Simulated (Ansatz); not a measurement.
# Two runs on TiO2

System: TiO2 (12 atoms in the cell).
Method of run 1: DFT PBE, scalar-relativistic, plane waves, PAW, no spin polarisation (Ansatz 0.2.0).

The structure derives from an entry of the Crystallography Open Database. Text and figures count atoms from 1; the logs count them from 0 in places.

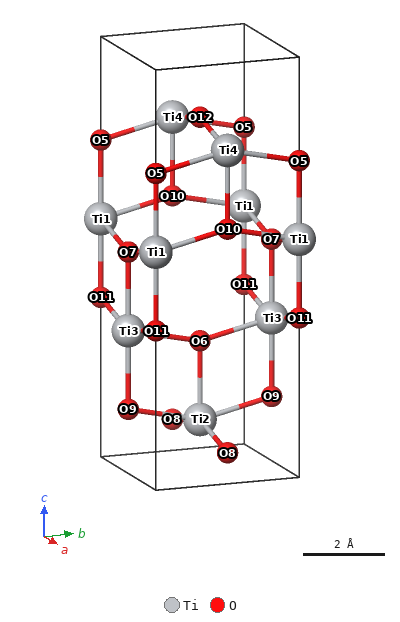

Figure 1. The structure as given in the input (ball-and-stick view of the cell of the calculation, seen slightly off an axis; atoms are numbered from 1 in the order of the input). An atom can appear more than once, as a periodic image. Near neighbours in the periodic cell (some may lie outside the picture): Ti has 6 O at 1.95 to 2.00 Å; Ti has 5 O at 1.95 to 2.00 Å; O has 3 Ti at 1.95 to 2.00 Å; O has 2 Ti at 1.95 Å.

### The input, run 1
```yaml
crystal:
  lattice:
    - [-3.7992225376, 0.0, 0.0]
    - [0.0, -3.7992225376, 0.0]
    - [0.0, 0.0, 10.6968968543]
  atoms:
    - { symbol: Ti, position: [0.0, 1.0, 0.5665718401] }
    - { symbol: Ti, position: [0.5, 0.5, 0.113314368] }
    - { symbol: Ti, position: [0.5, 0.0, 0.3399431041] }
    - { symbol: Ti, position: [0.0, 0.5, 0.7932005761] }
    - { symbol: O, position: [0.0, 0.0, 0.7537732733] }
    - { symbol: O, position: [0.5, 0.5, 0.3005158012] }
    - { symbol: O, position: [0.5, 0.0, 0.5271445372] }
    - { symbol: O, position: [0.0, 0.5, 0.0738870652] }
    - { symbol: O, position: [0.5, 0.0, 0.1527416709] }
    - { symbol: O, position: [0.0, 0.5, 0.6059991429] }
    - { symbol: O, position: [0.0, 0.0, 0.3793704069] }
    - { symbol: O, position: [0.5, 0.5, 0.832627879] }
basis:
  ecutwfc: 420
kpoints:
  mp_grid: { grid: [7, 7, 3] }
hamiltonian:
  xc: pbe
scf:
  occupations: { method: gaussian, width: 0.05 }
output:
  forces: true
  stress: true
  eigenvalues: true
```

Command:
```bash
ansatz run input.yaml --threads 2 --pin off --max-ram 5120MiB --backend cpu --events-out ev --progress --plain --runs-dir out
```

Hardware: 2 threads of Arm Neoverse V2, 24 GiB of memory available, shared host.

### Output, shortened to warnings, some set-up lines, iterations and results (run 1)
```
Basis set: ecut = 420 eV, 3019 PW (Γ), exchange–correlation on 54×54×144 points (8 copies of the dense FFT grid, shifted against one another)
Symmetry: 8 space group operations
k-points: 32 of 147
Initial density: superposition of atomic densities (neutral atoms: chi_scale 0, normalization atom), corrected by the library's trained network
[...]
SCF iter   1: F=—  HF=-14553.560738 eV  |F-HF|=—  |Δ(HF+E_count)|=         —  Δρ=3.43e-3  dr2=8.79e-3  ethr=1.77e-3  ⟨swp⟩=4.9  Hψ=7118  notcnv=0
SCF iter   2: F=—  HF=-14553.562816 eV  |F-HF|=—  |Δ(HF+E_count)|=   2.08e-3  Δρ=1.80e-3  dr2=1.93e-3  ethr=9.15e-6  ⟨swp⟩=2.0  Hψ=2713  notcnv=0  defer=5
SCF iter   3: F=—  HF=-14553.564274 eV  |F-HF|=—  |Δ(HF+E_count)|=   1.46e-3  Δρ=7.94e-4  dr2=9.48e-4  ethr=2.02e-6  ⟨swp⟩=2.0  Hψ=2763  notcnv=0
SCF iter   4: F=—  HF=-14553.564362 eV  |F-HF|=—  |Δ(HF+E_count)|=   8.79e-5  Δρ=2.00e-4  dr2=7.45e-5  ethr=9.87e-7  ⟨swp⟩=2.0  Hψ=2500  notcnv=0
SCF iter   5: F=—  HF=-14553.564377 eV  |F-HF|=—  |Δ(HF+E_count)|=   1.48e-5  Δρ=1.79e-4  dr2=4.93e-5  ethr=7.76e-8  ⟨swp⟩=2.0  Hψ=2580  notcnv=0
SCF iter   6: F=—  HF=-14553.564380 eV  |F-HF|=—  |Δ(HF+E_count)|=   3.16e-6  Δρ=7.97e-5  dr2=1.13e-5  ethr=5.13e-8  ⟨swp⟩=2.0  Hψ=2580  notcnv=0
SCF iter   7: F=—  HF=-14553.564381 eV  |F-HF|=—  |Δ(HF+E_count)|=   9.75e-7  Δρ=2.31e-5  dr2=8.43e-7  ethr=1.18e-8  ⟨swp⟩=2.0  Hψ=2428  notcnv=0
SCF iter   8: F=—  HF=-14553.564382 eV  |F-HF|=—  |Δ(HF+E_count)|=   1.07e-6  Δρ=2.04e-5  dr2=6.06e-7  ethr=8.79e-10  ⟨swp⟩=2.0  Hψ=2758  notcnv=0
SCF iter   9: F=-14553.564382 eV  HF=-14553.564382 eV  |F-HF|=5.46e-8  |Δ(HF+E_count)|=   3.09e-9  Δρ=5.02e-6  dr2=4.28e-8  ethr=1.04e-10  ⟨swp⟩=6.7  Hψ=7583  notcnv=0
SCF 1 converged in 9 iterations: F = -14553.564382 eV  dr2 = 4.28e-8
SCF converged after 9 iterations
Free energy (F): -14553.564382 eV
Harris-Foulkes:  -14553.564382 eV  (|F-HF|=5.46e-8)
Internal energy: -14553.564382 eV  (E = F + TS)
E sigma→0 (E₀):  -14553.564382 eV
Fermi energy:    6.961224 eV
--- Per-component energies (eV) ---
  E_band       = -1055.168512
  E_kinetic    = 2478.326851
  E_local      = -8352.775116  (includes V_loc(G=0)·N_el)
  E_nonlocal   = 393.758393
  E_hartree    = 3308.290741
  E_xc         = -980.560071
  E_vxc        = -1241.195863  (∫ρ·V_xc dr)
  E_paw        = -5442.528286  (= ΣΔE_a)
  E_vpaw       = -949.883088  (= ΣTr[D̂ρ^β])
  E_aug_tail   = 0.020221  (compensation charges beyond the density's cutoff)
  E_ewald      = -5958.097115
  E_smearing   = -0.000000  (= −TS)
  E_closure    = -0.000000  (closes the sum)
  Σ components = -14553.564382   (vs F -14553.564382, Δ=0.00e0)
--- Forces (eV/Å), atoms counted from 1 ---
  atom   1  Ti     0.00000000     0.00000000     0.17146118
  atom   2  Ti     0.00000000     0.00000000     0.58778192
  atom   3  Ti     0.00000000     0.00000000    -0.17146118
  atom   4  Ti     0.00000000     0.00000000    -0.58778192
  atom   5  O      0.00000000     0.00000000     0.06874175
  atom   6  O      0.00000000     0.00000000    -0.54786936
  atom   7  O      0.00000000     0.00000000    -0.11097120
  atom   8  O      0.00000000     0.00000000    -0.71729971
  atom   9  O      0.00000000     0.00000000    -0.06874175
  atom  10  O      0.00000000     0.00000000     0.54786936
  atom  11  O      0.00000000     0.00000000     0.11097120
  atom  12  O      0.00000000     0.00000000     0.71729971
  max |Σ_I F_I| component: 1.11e-16 eV/Å
--- Stress (GPa, compression-positive) ---
      -13.000326       0.000000       0.000000
        0.000000       0.467133       0.000000
        0.000000       0.000000      -5.907253
  P = ⅓ Tr σ = -6.1468 GPa (-61.468 kbar)
```

For run 2 the input was changed thus:
```diff
-    - [0.0, 0.0, 10.6968968543]
+    - [0.0, 0.0, 10.1968968543]
-    - { symbol: Ti, position: [0.0, 1.0, 0.5665718401] }
-    - { symbol: Ti, position: [0.5, 0.5, 0.113314368] }
-    - { symbol: Ti, position: [0.5, 0.0, 0.3399431041] }
-    - { symbol: Ti, position: [0.0, 0.5, 0.7932005761] }
-    - { symbol: O, position: [0.0, 0.0, 0.7537732733] }
-    - { symbol: O, position: [0.5, 0.5, 0.3005158012] }
-    - { symbol: O, position: [0.5, 0.0, 0.5271445372] }
-    - { symbol: O, position: [0.0, 0.5, 0.0738870652] }
-    - { symbol: O, position: [0.5, 0.0, 0.1527416709] }
-    - { symbol: O, position: [0.0, 0.5, 0.6059991429] }
-    - { symbol: O, position: [0.0, 0.0, 0.3793704069] }
-    - { symbol: O, position: [0.5, 0.5, 0.832627879] }
+    - { symbol: Ti, position: [0.0, 1.0, 0.5943534215] }
+    - { symbol: Ti, position: [0.5, 0.5, 0.1188706843] }
+    - { symbol: Ti, position: [0.5, 0.0, 0.3566120529] }
+    - { symbol: Ti, position: [0.0, 0.5, 0.8320947901] }
+    - { symbol: O, position: [0.0, 0.0, 0.7907341881] }
+    - { symbol: O, position: [0.5, 0.5, 0.315251451] }
+    - { symbol: O, position: [0.5, 0.0, 0.5529928195] }
+    - { symbol: O, position: [0.0, 0.5, 0.0775100824] }
+    - { symbol: O, position: [0.5, 0.0, 0.1602312862] }
+    - { symbol: O, position: [0.0, 0.5, 0.6357140234] }
+    - { symbol: O, position: [0.0, 0.0, 0.3979726548] }
+    - { symbol: O, position: [0.5, 0.5, 0.873455392] }
```

How does run 2 compare with run 1?

With the same functional and potentials, run 2 lies 56.0 meV per atom lower. The gap on the mesh goes from 1.72 to 1.82 eV. The pressure goes from −6.15 to −5.52 GPa. The largest force goes from 0.717 to 0.955 eV/Å. The volume per atom goes from 12.87 to 12.27 Å³. The number of SCF iterations is the same. The plane waves at Γ go from 3019 to 2875.

### Output, shortened to warnings, some set-up lines, iterations and results (run 2)
```
Basis set: ecut = 420 eV, 2875 PW (Γ), exchange–correlation on 54×54×144 points (8 copies of the dense FFT grid, shifted against one another)
Symmetry: 8 space group operations
k-points: 32 of 147
Initial density: superposition of atomic densities (neutral atoms: chi_scale 0, normalization atom), corrected by the library's trained network
[...]
SCF iter   1: F=—  HF=-14554.232406 eV  |F-HF|=—  |Δ(HF+E_count)|=         —  Δρ=3.36e-3  dr2=5.55e-3  ethr=1.77e-3  ⟨swp⟩=4.8  Hψ=7252  notcnv=0
SCF iter   2: F=—  HF=-14554.234586 eV  |F-HF|=—  |Δ(HF+E_count)|=   2.18e-3  Δρ=1.73e-3  dr2=1.40e-3  ethr=5.78e-6  ⟨swp⟩=2.0  Hψ=2835  notcnv=0  defer=2
SCF iter   3: F=—  HF=-14554.236078 eV  |F-HF|=—  |Δ(HF+E_count)|=   1.49e-3  Δρ=7.37e-4  dr2=6.95e-4  ethr=1.46e-6  ⟨swp⟩=2.0  Hψ=2781  notcnv=0
SCF iter   4: F=—  HF=-14554.236082 eV  |F-HF|=—  |Δ(HF+E_count)|=   3.97e-6  Δρ=1.72e-4  dr2=4.46e-5  ethr=7.24e-7  ⟨swp⟩=2.0  Hψ=2571  notcnv=0
SCF iter   5: F=—  HF=-14554.236142 eV  |F-HF|=—  |Δ(HF+E_count)|=   5.93e-5  Δρ=1.16e-4  dr2=1.98e-5  ethr=4.65e-8  ⟨swp⟩=2.0  Hψ=2511  notcnv=0
SCF iter   6: F=—  HF=-14554.236149 eV  |F-HF|=—  |Δ(HF+E_count)|=   7.34e-6  Δρ=5.70e-5  dr2=4.97e-6  ethr=2.06e-8  ⟨swp⟩=2.0  Hψ=2597  notcnv=0
SCF iter   7: F=—  HF=-14554.236150 eV  |F-HF|=—  |Δ(HF+E_count)|=   1.32e-6  Δρ=1.87e-5  dr2=5.36e-7  ethr=5.17e-9  ⟨swp⟩=2.0  Hψ=2525  notcnv=0
SCF iter   8: F=—  HF=-14554.236151 eV  |F-HF|=—  |Δ(HF+E_count)|=   5.37e-7  Δρ=1.87e-5  dr2=4.85e-7  ethr=5.58e-10  ⟨swp⟩=2.0  Hψ=2595  notcnv=0
SCF iter   9: F=-14554.236151 eV  HF=-14554.236151 eV  |F-HF|=2.48e-8  |Δ(HF+E_count)|=   1.23e-8  Δρ=3.82e-6  dr2=2.41e-8  ethr=1.04e-10  ⟨swp⟩=6.4  Hψ=7152  notcnv=0
SCF 1 converged in 9 iterations: F = -14554.236151 eV  dr2 = 2.41e-8
SCF converged after 9 iterations
Free energy (F): -14554.236151 eV
Harris-Foulkes:  -14554.236151 eV  (|F-HF|=2.48e-8)
Internal energy: -14554.236151 eV  (E = F + TS)
E sigma→0 (E₀):  -14554.236151 eV
Fermi energy:    7.509301 eV
--- Per-component energies (eV) ---
  E_band       = -1001.215453
  E_kinetic    = 2480.366952
  E_local      = -7562.508705  (includes V_loc(G=0)·N_el)
  E_nonlocal   = 393.122777
  E_hartree    = 2939.987039
  E_xc         = -981.494771
  E_vxc        = -1242.507578  (∫ρ·V_xc dr)
  E_paw        = -5442.454650  (= ΣΔE_a)
  E_vpaw       = -949.684163  (= ΣTr[D̂ρ^β])
  E_aug_tail   = 0.020261  (compensation charges beyond the density's cutoff)
  E_ewald      = -6381.275055
  E_smearing   = -0.000000  (= −TS)
  E_closure    = -0.000000  (closes the sum)
  Σ components = -14554.236151   (vs F -14554.236151, Δ=0.00e0)
--- Forces (eV/Å), atoms counted from 1 ---
  atom   1  Ti     0.00000000     0.00000000     0.13902647
  atom   2  Ti     0.00000000     0.00000000    -0.26407075
  atom   3  Ti     0.00000000     0.00000000    -0.13902647
  atom   4  Ti     0.00000000     0.00000000     0.26407075
  atom   5  O      0.00000000     0.00000000     0.01347072
  atom   6  O      0.00000000     0.00000000    -0.43413829
  atom   7  O      0.00000000     0.00000000    -0.07927946
  atom   8  O      0.00000000     0.00000000    -0.95521312
  atom   9  O      0.00000000     0.00000000    -0.01347072
  atom  10  O      0.00000000     0.00000000     0.43413829
  atom  11  O      0.00000000     0.00000000     0.07927946
  atom  12  O      0.00000000     0.00000000     0.95521312
  max |Σ_I F_I| component: 2.22e-16 eV/Å
--- Stress (GPa, compression-positive) ---
       -9.251521       0.000000       0.000000
        0.000000       0.221796       0.000000
        0.000000       0.000000      -7.515718
  P = ⅓ Tr σ = -5.5151 GPa (-55.151 kbar)
```

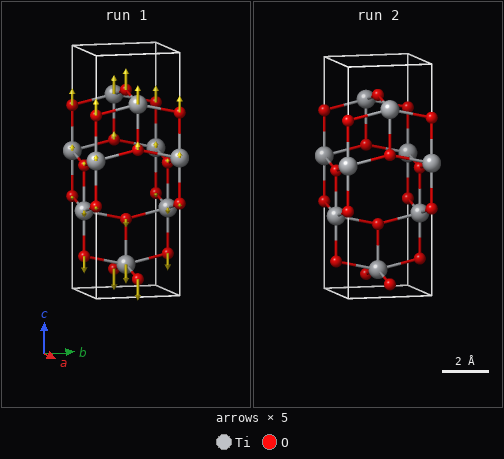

Figure 2. The two input geometries at one scale (ball-and-stick view of the cell of the calculation, seen slightly off an axis). The yellow arrows on the first give the shifts of the atoms relative to the cell, with their mean removed, magnified 5 times. The largest moves relative to the cell, 0.19 Å, are those of O atoms. By element the largest moves are O 0.19 Å, Ti 0.17 Å. (The mean shift of all atoms is removed.) The volume changes by −4.7 %, with a = b stay at 3.799 Å, c 10.697 → 10.197 Å (−4.7 %).

### The two runs side by side

```csv
quantity,run 1,run 2
outcome,converged,converged
free energy per atom (eV),−1212.7970,−1212.8530
gap on the mesh (eV),1.72,1.82
pressure (GPa),−6.15,−5.52
volume per atom (Å³),12.87,12.27
largest force (eV/Å),0.717,0.955
SCF iterations,9,9
irreducible k-points,32,32
plane waves at Γ,3019,2875
wall time (shared host),9.7 s,9.2 s
```
